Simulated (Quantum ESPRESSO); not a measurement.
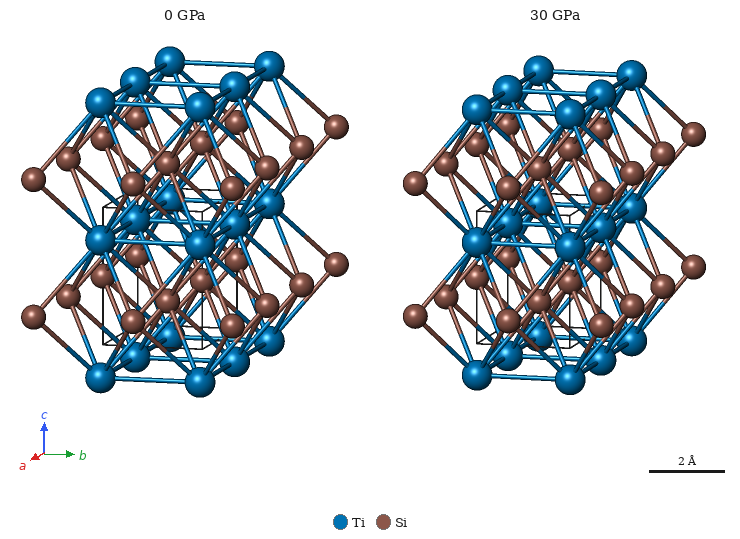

Solid TiSi (set up in Cmmm), relaxed (cell and atoms) at several target pressures. The picture shows the first and the last member. A ball-and-stick model of the cell of the calculation, repeated 3 × 2 × 2 with one cell outlined, seen slightly off an axis.

Computed with Quantum ESPRESSO 7.5: PBEsol, GBRV 1.5 PBEsol. Set-up: plane-wave cutoff 707.5 eV; k-point mesh 10 × 10 × 7; occupations fermi-dirac; smearing width 0.05 eV; no spin polarisation.

```json
{"pressure (GPa)": "0", "volume (Å³/atom)": "14.128", "a (Å)": "2.740", "c (Å)": "3.802"}
{"pressure (GPa)": "2", "volume (Å³/atom)": "13.922", "a (Å)": "2.722", "c (Å)": "3.793"}
{"pressure (GPa)": "5", "volume (Å³/atom)": "13.649", "a (Å)": "2.699", "c (Å)": "3.778"}
{"pressure (GPa)": "10", "volume (Å³/atom)": "13.263", "a (Å)": "2.669", "c (Å)": "3.752"}
{"pressure (GPa)": "20", "volume (Å³/atom)": "?", "a (Å)": "?", "c (Å)": "?"}
{"pressure (GPa)": "30", "volume (Å³/atom)": "12.107", "a (Å)": "2.576", "c (Å)": "3.669"}
```

Question: Estimate the missing row from the others, and compare with the calculation.

Answer: Murnaghan's form V = V₀(1 + B′P/B₀)^(−1/B′), with V₀ = 14.128 Å³ from the row at zero pressure, fits the other rows with B₀ = 136 GPa and B′ = 4.38 (largest miss 0.007 Å³). At 20 GPa it gives 14.128 × (1 + 4.38 × 20/136)^(−1/4.38) = 12.612 Å³ per atom. The calculation gives 12.631 Å³/atom (a = 2.619 Å, c = 3.706 Å). The estimate is 0.019 Å³/atom too low. From the first member to the last: Ti–Ti 2.740 → 2.576 Å, Si–Ti 2.811 → 2.650 Å, Si–Ti 2.614 → 2.518 Å.

The whole series:

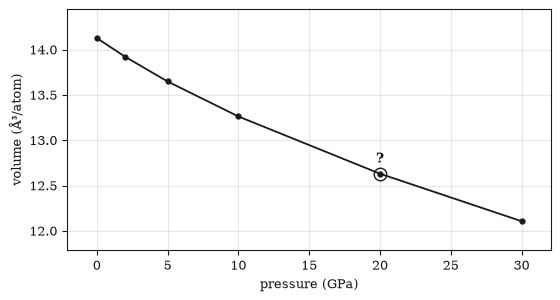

Each member starts from this one structure; whether another phase lies lower wasn't checked.
